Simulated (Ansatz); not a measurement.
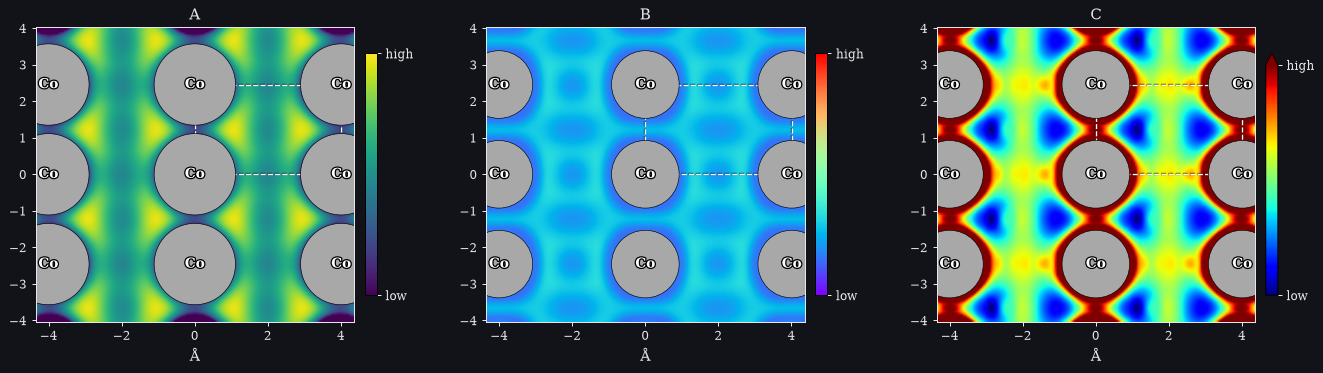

Co: 3 fields on the (010) plane of the conventional cell, with unlabelled colour scales. Grey discs cover the atomic cores.

Space group P6/mmm; set up as Co, omega (AlB2-type); a generated structure, not necessarily the stable one; changed on purpose from its base cell (volume × 1.12); computed pressure about −23 GPa in this cell; computed without spin polarisation.

Computed with Ansatz 0.2.0, DFT, r2SCAN, plane waves (500 eV) with PAW, scalar-relativistic.

The panels show electron localisation function, electrostatic potential energy of an electron and valence pseudo-density in some order. Assign them.

Panel A: electrostatic potential energy of an electron (low next to the atoms, rising into the space between them). Panel B: electron localisation function. Panel C: valence pseudo-density. From the grid: Co–Co (2.46 Å): ρ at the midpoint is about 0.36 e/Å³; the ELF is about 0.25 at the midpoint (no localised pair shows between them).
